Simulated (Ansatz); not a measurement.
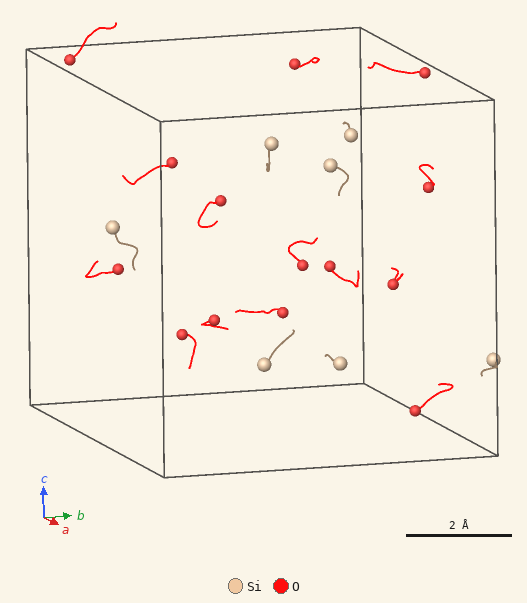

A Born-Oppenheimer molecular dynamics run of an amorphous cell of composition SiO$_{2}$ (21 atoms in the cell), 48 fs long. Lines trace each atom's path, in the colour of its element; spheres stand at the starting positions. Seen slightly off an axis in the simulation cell.

All numbers below come from DFT PBE, scalar-relativistic, plane waves, PAW (Ansatz). Run with plane-wave cutoff 320 eV; k-point mesh 1 × 1 × 1; Fermi-Dirac smearing 0.345 eV; volume 1.05 times that of the relaxed crystal; set temperature 4000 K; time step 2 fs.

How do the atoms move?

Answer. In the second half of the run the atoms are, in the root-mean-square, this far from where they began (common drift taken out): O 0.72 Å, Si 0.59 Å. The heavy atoms stay within a fraction of a molecule's size of their starting places; so short a run doesn't tell a liquid from a solid. The mean temperature in the second half is 4592 K (standard deviation 551 K). The potential energy in the second half lies on average 436 meV per atom below the first frame. The mean pressure there is 6.4 GPa.

Limits of the set-up: the cutoff lies below the recommended one; the periodic images lie only 6.7 Å apart, so the values are limited by the cell's size.

The run took 25 s on 2 threads of Arm Neoverse V2 (shared host), peak memory 0.39 GiB.
